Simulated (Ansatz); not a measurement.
Run report: ZnS, single-point calculation (part 1 of 2)

ZnS (slab, 24 atoms in the cell), computed with DFT PBE+D3(BJ), scalar-relativistic, plane waves, PAW, no spin polarisation (Ansatz 0.2.0).

The structure derives from an entry of the Crystallography Open Database. It belongs to a series of runs on one base structure; here: the slab at its places in the relaxed adsorbed structure. Figures and captions count atoms from 1; the log counts them from 0 in places.

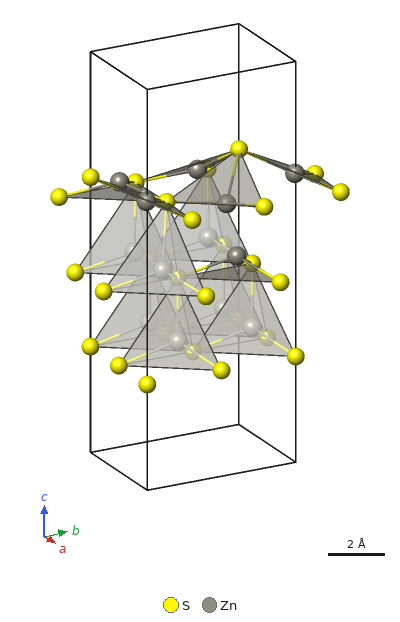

The structure (polyhedral view of the cell of the calculation, with the vacuum cut short, seen slightly off an axis; polyhedra are completed across the faces of the cell). An atom can appear more than once, as a periodic image.

Summary:

| quantity | value |
| --- | --- |
| outcome | converged |
| electrons treated | 216 |
| free energy | −50672.1243 eV |
| work function, top face | 3.57 eV |
| work function, bottom face | 6.95 eV |
| Fermi energy | −1.082 eV |
| gap on the k-point mesh | none (metallic) |
| work function (upper face) | 3.57 eV |
| largest force (length of the vector) | 1.114 eV/Å |
| hardware | 4 threads of Intel Xeon @ 2.90GHz (Ice Lake), 192 GiB of memory available, shared host |
| wall time | 42 s (CPU time 2.6 min) |
| peak memory | 3.4 GiB |

The input:
```yaml
crystal:
  lattice:
    - [7.6016913818, 0.0, 0.0]
    - [-3.8008456909, 6.5832578483, 0.0]
    - [0.0, 0.0, 27.4651994003]
  atoms:
    - { symbol: S, position: [0.5, 0.0, 0.291277696] }
    - { symbol: S, position: [0.5, 0.5, 0.291277696] }
    - { symbol: S, position: [0.0, 0.0, 0.291277696] }
    - { symbol: S, position: [0.0, 0.5, 0.291277696] }
    - { symbol: Zn, position: [0.1666666667, 0.8333333333, 0.3195259663] }
    - { symbol: Zn, position: [0.1666666667, 0.3333333333, 0.3195259663] }
    - { symbol: Zn, position: [0.6666666667, 0.8333333333, 0.3195259663] }
    - { symbol: Zn, position: [0.6666666667, 0.3333333333, 0.3195259663] }
    - { symbol: S, position: [0.6666666667, 0.8333333333, 0.4042707773] }
    - { symbol: S, position: [0.6666666667, 0.3333333333, 0.4042707773] }
    - { symbol: S, position: [0.1666666667, 0.8333333333, 0.4042707773] }
    - { symbol: S, position: [0.1666666667, 0.3333333333, 0.4042707773] }
    - { symbol: Zn, position: [0.3333927903, 0.6656000066, 0.4286287016] }
    - { symbol: Zn, position: [0.3322679455, 0.1677684736, 0.4279004931] }
    - { symbol: Zn, position: [0.8334409144, 0.6664451146, 0.4287585929] }
    - { symbol: Zn, position: [0.8344412427, 0.1666893426, 0.4288331954] }
    - { symbol: S, position: [0.8142130426, 0.6894869958, 0.5688854112] }
    - { symbol: S, position: [0.8291376399, 0.1952374312, 0.5180273752] }
    - { symbol: S, position: [0.3064667272, 0.6714455401, 0.5176695478] }
    - { symbol: S, position: [0.321755842, 0.1807711114, 0.5190751212] }
    - { symbol: Zn, position: [0.5021404297, 0.5281623442, 0.5323447475] }
    - { symbol: Zn, position: [0.492592122, 0.0075958151, 0.5347237878] }
    - { symbol: Zn, position: [-0.0543335064, 0.5555833297, 0.5082494721] }
    - { symbol: Zn, position: [-0.0244023362, 0.0031381129, 0.5332261554] }
basis:
  ecutwfc: 420
kpoints:
  mp_grid: { grid: [3, 3, 1] }
hamiltonian:
  xc: pbe
  dispersion: d3bj
scf:
  occupations: { method: gaussian, width: 0.05 }
output:
  forces: true
  eigenvalues: true
  write_density: true
  volumetric_format: npy
efield:
  axis: 3
  dipole_correction: true
  ramp_width: 0.04
```

Run as:
```bash
ansatz run input.yaml --threads 4 --pin off --max-ram 10240MiB --backend cpu --events-out ev --progress --plain --runs-dir out
```

Log:
```
Engine: ansatz 0.2.0, x86_64-unknown-linux-gnu
Pseudopotentials: kind: paw
Pseudopotential: S, paw, valence charge 6, recommended cutoff 420 eV (normal), S.paw.azcp
Pseudopotential: Zn, paw, valence charge 12, recommended cutoff 420 eV (normal), Zn.paw.azcp
Functional definition: PBE
  parameter kappa = 0.804
  parameter beta = 0.06672455060314922
  exchange = pbe_x(kappa = kappa, mu = beta*pi^2/3)
  correlation = pbe_c(beta = beta)
Crystal: 24 atoms, lattice volume = 1374.466 Å³
Basis set: ecut = 420 eV, 26869 PW (Γ), exchange–correlation on 108×108×384 points (8 copies of the dense FFT grid, shifted against one another)
Bands: 132, of which v1, the nominal top of the filled ones, is band 108 counted from 1 (107 counted from 0)
Symmetry: 1 space group operations
Space group: P1 (ITA 1), of the structure as read, at distance tolerance 1.1e-4 Å
k-points: 5 of 9 (time reversal used)
Non-local potential: S, projectors of the file, l = 0: 2, l = 1: 2, l = 2: 2
Non-local potential: Zn, projectors of the file, l = 0: 2, l = 1: 2, l = 2: 3, l = 3: 1
PAW form: soft (Blöchl's): semilocal exchange-correlation on the pseudo side does not see the compensation charge
PAW one-centre angular grid: S, 110 points (default); XC on 64 Gauss nodes
PAW one-centre angular grid: Zn, 590 points (default); XC on 64 Gauss nodes
Initial density: superposition of atomic densities (neutral atoms: chi_scale 0, normalization atom), corrected by the library's trained network
Initial wavefunctions: pseudopotential atomic-orbital guess
Functional: x = pbe(κ = 0.804, μ = 0.2195149727645171), c = pbe(β = 0.06672455060314922)
SCF iter   1: F=—  HF=-50672.166893 eV  |F-HF|=—  |Δ(HF+E_count)|=         —  Δρ=2.21e-3  dr2=6.46e-1  ethr=1.77e-3  p=0.882 e·Å  D=1.16e-1 V/Å  ΔV_dip=-3.19 eV  dr2_dipole=1.45e-1  V_vac-E_F(+/−)=3.51/6.70 eV  ⟨swp⟩=8.4  Hψ=3286  notcnv=0  defer=69
efield: sawtooth ramp at fractional position 0.9101 (placed from the atoms, in the widest stretch of the axis that holds none; the zero of the levels goes with the place), width 0.0400; the density the first Hamiltonian is built on has a dipole p = 0.882 e·Å; the dipole correction subtracts the counter field D = 1.16e-1 V/Å, which shifts the + side's vacuum level by -3.19 eV against the − side's; the planar-averaged density in the ramp window peaks in size at 4.4e-6 e/Å³
preconditioner: auto → LDOS  [insulator: Δε(μ)=0.138 eV  Ē_g=9.952 eV  σ=0.050 eV  W_gap=0.81  n_scr=190 (ndim 8)  ℏωp=14.7 eV  f_vac=0.628  D(μ)=9.49/eV (n_scr^D=38)  ε∞_Penn≈3.2  β→1.0]
SCF iter   2: F=—  HF=-50672.168720 eV  |F-HF|=—  |Δ(HF+E_count)|=   1.83e-3  Δρ=3.50e-3  dr2=1.46e0  ethr=2.99e-4  p=0.958 e·Å  D=1.26e-1 V/Å  ΔV_dip=-3.46 eV  dr2_dipole=3.75e-1  V_vac-E_F(+/−)=3.46/6.92 eV  ⟨swp⟩=2.4  Hψ=926  notcnv=0  defer=88  recentre
SCF iter   3: F=—  HF=-50672.150345 eV  |F-HF|=—  |Δ(HF+E_count)|=   1.84e-2  Δρ=1.54e-3  dr2=2.83e-1  ethr=2.99e-4  p=0.908 e·Å  D=1.20e-1 V/Å  ΔV_dip=-3.28 eV  dr2_dipole=5.93e-2  V_vac-E_F(+/−)=3.52/6.81 eV  ⟨swp⟩=2.0  Hψ=669  notcnv=0  defer=88
SCF iter   4: F=—  HF=-50672.131397 eV  |F-HF|=—  |Δ(HF+E_count)|=   1.89e-2  Δρ=1.14e-3  dr2=1.04e-1  ethr=1.31e-4  p=0.933 e·Å  D=1.23e-1 V/Å  ΔV_dip=-3.37 eV  dr2_dipole=2.00e-2  V_vac-E_F(+/−)=3.54/6.91 eV  ⟨swp⟩=2.0  Hψ=768  notcnv=0  defer=88
SCF iter   5: F=—  HF=-50672.126161 eV  |F-HF|=—  |Δ(HF+E_count)|=   5.24e-3  Δρ=5.97e-4  dr2=2.77e-2  ethr=4.82e-5  p=0.939 e·Å  D=1.24e-1 V/Å  ΔV_dip=-3.40 eV  dr2_dipole=3.67e-3  V_vac-E_F(+/−)=3.54/6.93 eV  ⟨swp⟩=1.0  Hψ=572  notcnv=0  defer=88
SCF iter   6: F=—  HF=-50672.125882 eV  |F-HF|=—  |Δ(HF+E_count)|=   2.79e-4  Δρ=4.47e-4  dr2=1.23e-2  ethr=1.28e-5  p=0.944 e·Å  D=1.24e-1 V/Å  ΔV_dip=-3.41 eV  dr2_dipole=2.22e-3  V_vac-E_F(+/−)=3.54/6.95 eV  ⟨swp⟩=1.0  Hψ=572  notcnv=0  defer=88
SCF iter   7: F=—  HF=-50672.125396 eV  |F-HF|=—  |Δ(HF+E_count)|=   4.86e-4  Δρ=3.98e-4  dr2=5.09e-3  ethr=5.69e-6  p=0.940 e·Å  D=1.24e-1 V/Å  ΔV_dip=-3.40 eV  dr2_dipole=4.08e-4  V_vac-E_F(+/−)=3.55/6.95 eV  ⟨swp⟩=2.2  Hψ=724  notcnv=0  defer=88
SCF iter   8: F=—  HF=-50672.124784 eV  |F-HF|=—  |Δ(HF+E_count)|=   6.12e-4  Δρ=2.49e-4  dr2=1.60e-3  ethr=2.35e-6  p=0.938 e·Å  D=1.24e-1 V/Å  ΔV_dip=-3.39 eV  dr2_dipole=9.88e-6  V_vac-E_F(+/−)=3.56/6.95 eV  ⟨swp⟩=2.0  Hψ=976  notcnv=0  defer=88
SCF iter   9: F=—  HF=-50672.124562 eV  |F-HF|=—  |Δ(HF+E_count)|=   2.22e-4  Δρ=1.61e-4  dr2=1.39e-3  ethr=7.39e-7  p=0.936 e·Å  D=1.23e-1 V/Å  ΔV_dip=-3.39 eV  dr2_dipole=1.34e-4  V_vac-E_F(+/−)=3.56/6.95 eV  ⟨swp⟩=2.4  Hψ=1038  notcnv=0  defer=88
SCF iter  10: F=—  HF=-50672.124513 eV  |F-HF|=—  |Δ(HF+E_count)|=   4.93e-5  Δρ=1.40e-4  dr2=9.55e-4  ethr=6.43e-7  p=0.937 e·Å  D=1.23e-1 V/Å  ΔV_dip=-3.39 eV  dr2_dipole=1.89e-4  V_vac-E_F(+/−)=3.56/6.95 eV  ⟨swp⟩=2.6  Hψ=959  notcnv=0  defer=88
SCF iter  11: F=—  HF=-50672.124468 eV  |F-HF|=—  |Δ(HF+E_count)|=   4.45e-5  Δρ=7.57e-5  dr2=1.52e-4  ethr=4.42e-7  p=0.936 e·Å  D=1.23e-1 V/Å  ΔV_dip=-3.38 eV  dr2_dipole=8.13e-8  V_vac-E_F(+/−)=3.56/6.95 eV  ⟨swp⟩=1.0  Hψ=610  notcnv=0  defer=88
SCF iter  12: F=—  HF=-50672.124450 eV  |F-HF|=—  |Δ(HF+E_count)|=   1.78e-5  Δρ=4.03e-5  dr2=6.06e-5  ethr=7.05e-8  p=0.935 e·Å  D=1.23e-1 V/Å  ΔV_dip=-3.38 eV  dr2_dipole=8.54e-7  V_vac-E_F(+/−)=3.57/6.95 eV  ⟨swp⟩=2.0  Hψ=983  notcnv=0  defer=88
SCF iter  13: F=—  HF=-50672.124268 eV  |F-HF|=—  |Δ(HF+E_count)|=   1.82e-4  Δρ=2.25e-5  dr2=1.79e-5  ethr=2.81e-8  p=0.935 e·Å  D=1.23e-1 V/Å  ΔV_dip=-3.38 eV  dr2_dipole=2.03e-7  V_vac-E_F(+/−)=3.57/6.95 eV  ⟨swp⟩=2.0  Hψ=1102  notcnv=0  defer=88
SCF iter  14: F=—  HF=-50672.124268 eV  |F-HF|=—  |Δ(HF+E_count)|=   3.84e-7  Δρ=1.65e-5  dr2=9.55e-6  ethr=8.27e-9  p=0.935 e·Å  D=1.23e-1 V/Å  ΔV_dip=-3.38 eV  dr2_dipole=5.28e-7  V_vac-E_F(+/−)=3.57/6.95 eV  ⟨swp⟩=2.6  Hψ=1028  notcnv=0  defer=88
SCF iter  15: F=—  HF=-50672.124269 eV  |F-HF|=—  |Δ(HF+E_count)|=   1.26e-6  Δρ=1.02e-5  dr2=4.02e-6  ethr=4.42e-9  p=0.935 e·Å  D=1.23e-1 V/Å  ΔV_dip=-3.38 eV  dr2_dipole=2.59e-7  V_vac-E_F(+/−)=3.57/6.95 eV  ⟨swp⟩=2.8  Hψ=1010  notcnv=0  defer=88
SCF iter  16: F=—  HF=-50672.124269 eV  |F-HF|=—  |Δ(HF+E_count)|=   3.62e-8  Δρ=5.33e-6  dr2=9.12e-7  ethr=1.86e-9  p=0.935 e·Å  D=1.23e-1 V/Å  ΔV_dip=-3.38 eV  dr2_dipole=3.44e-8  V_vac-E_F(+/−)=3.57/6.95 eV  ⟨swp⟩=2.0  Hψ=1058  notcnv=0  defer=88
SCF iter  17: F=—  HF=-50672.124269 eV  |F-HF|=—  |Δ(HF+E_count)|=   1.56e-7  Δρ=3.23e-6  dr2=3.97e-7  ethr=4.22e-10  p=0.935 e·Å  D=1.23e-1 V/Å  ΔV_dip=-3.38 eV  dr2_dipole=4.39e-8  V_vac-E_F(+/−)=3.57/6.95 eV  ⟨swp⟩=2.0  Hψ=1004  notcnv=0  defer=88
SCF iter  18: F=—  HF=-50672.124269 eV  |F-HF|=—  |Δ(HF+E_count)|=   9.24e-8  Δρ=2.49e-6  dr2=2.28e-7  ethr=1.84e-10  p=0.935 e·Å  D=1.23e-1 V/Å  ΔV_dip=-3.38 eV  dr2_dipole=2.83e-8  V_vac-E_F(+/−)=3.57/6.95 eV  ⟨swp⟩=2.0  Hψ=1062  notcnv=0  defer=88
SCF iter  19: F=—  HF=-50672.124269 eV  |F-HF|=—  |Δ(HF+E_count)|=   1.45e-7  Δρ=1.97e-6  dr2=1.57e-7  ethr=1.06e-10  p=0.935 e·Å  D=1.23e-1 V/Å  ΔV_dip=-3.38 eV  dr2_dipole=2.00e-8  V_vac-E_F(+/−)=3.57/6.95 eV  ⟨swp⟩=2.0  Hψ=650  notcnv=0  defer=88
SCF iter  20: F=-50672.124269 eV  HF=-50672.124269 eV  |F-HF|=4.86e-8  |Δ(HF+E_count)|=   1.87e-7  Δρ=1.57e-6  dr2=5.63e-8  ethr=4.63e-11  p=0.935 e·Å  D=1.23e-1 V/Å  ΔV_dip=-3.38 eV  dr2_dipole=5.26e-9  V_vac-E_F(+/−)=3.57/6.95 eV  ⟨swp⟩=18.0  Hψ=4418  notcnv=0
SCF 1 converged in 20 iterations: F = -50672.124269 eV  dr2 = 5.63e-8
  greatest PAW one-centre occupation: 0.985 electrons in one spin orbital (limit 2), on the Zn atom at site 23 (counted from 0), in its partial waves of l = 2
```

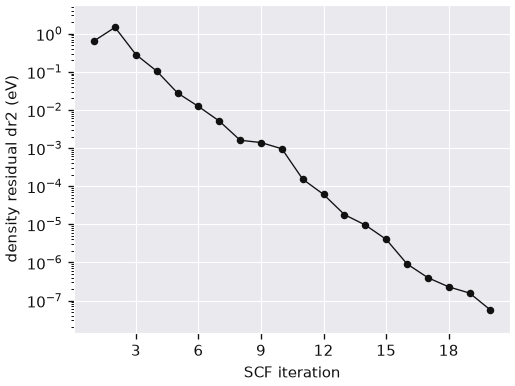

Convergence of the self-consistent field: density residual dr2 against the SCF iteration. The residual comes down, with one marked jump up, by a factor of about 2.5, at step 2.

```
SCF converged after 20 iterations
Free energy (F): -50672.124269 eV
Harris-Foulkes:  -50672.124269 eV  (|F-HF|=4.86e-8)
Internal energy: -50672.100850 eV  (E = F + TS)
E sigma→0 (E₀):  -50672.112559 eV
Entropy (-TS):   -0.023420 eV (-0.976 meV/atom)
Fermi energy:    -1.081513 eV
Dipole field:    D = 0.123033 V/Å  (p = 0.934532 e·Å, saw-weighted, corrected)
Work function:   Φ+ = 3.5673 eV   Φ− = 6.9465 eV
Levels:          The Fermi level and band energies are counted from a zero that moves with the ramp; work functions are not
--- Per-component energies (eV) ---
  E_band       = -1635.003995
  E_kinetic    = 2849.429439
  E_local      = -204558.386171  (includes V_loc(G=0)·N_el)
  E_nonlocal   = 7705.473340
  E_hartree    = 99420.216227
  E_xc         = -2807.859482
  E_vxc        = -1667.342466  (∫ρ·V_xc dr)
  E_paw        = -29132.785474  (= ΣΔE_a)
  E_vpaw       = -4812.362020  (= ΣTr[D̂ρ^β])
  E_aug_tail   = -0.004364  (compensation charges beyond the density's cutoff)
  E_efield     = 0.057489  (sawtooth field / dipole correction)
  E_vefield    = 7.729102  (∫n·V_field dr)
  E_ewald      = 75857.650105
  E_disp       = -5.891959  (pairwise vdW)
  E_smearing   = -0.023420  (= −TS)
  E_closure    = 0.000000  (closes the sum)
  Σ components = -50672.124269   (vs F -50672.124269, Δ=0.00e0)
--- Forces (eV/Å), atoms counted from 1 ---
  atom   1  S     -0.00070867    -0.00015412     0.52536653
  atom   2  S      0.00374043    -0.00301580     0.39595013
  atom   3  S      0.00487983    -0.00130288     0.39490458
  atom   4  S     -0.02111972     0.01288175     0.40504584
  atom   5  Zn    -0.10892698    -0.04735105    -1.09253728
  atom   6  Zn     0.00558067    -0.00464128    -1.05644834
  atom   7  Zn     0.09092645    -0.05099874    -1.10871429
  atom   8  Zn    -0.01247846     0.11688215    -1.09040143
  atom   9  S      0.21841479    -0.10933204     0.89479425
  atom  10  S     -0.07027227    -0.02965391     0.55320092
  atom  11  S     -0.02761525     0.07961323     0.55635790
  atom  12  S     -0.08819231     0.04049088     0.68880724
  atom  13  Zn     0.00901940     0.03828547    -0.04053387
  atom  14  Zn     0.02822403    -0.01704540    -0.01822101
  atom  15  Zn    -0.00494451     0.00289719    -0.03808860
  atom  16  Zn    -0.02751089    -0.02882572    -0.04319065
  atom  17  S      0.02073786    -0.01378688    -0.24558068
  atom  18  S     -0.13846587    -0.07464859     0.18910979
  atom  19  S     -0.01462247     0.16262395     0.21027672
  atom  20  S      0.12417876    -0.06588010     0.14832334
  atom  21  Zn     0.12119890     0.03623245     0.11538123
  atom  22  Zn    -0.05232421     0.03506288    -0.59614438
  atom  23  Zn    -0.08348967     0.05448144     0.15314842
  atom  24  Zn     0.02376862    -0.13281428     0.09913020
  max |Σ_I F_I| component: 6.35e-5 eV/Å
```
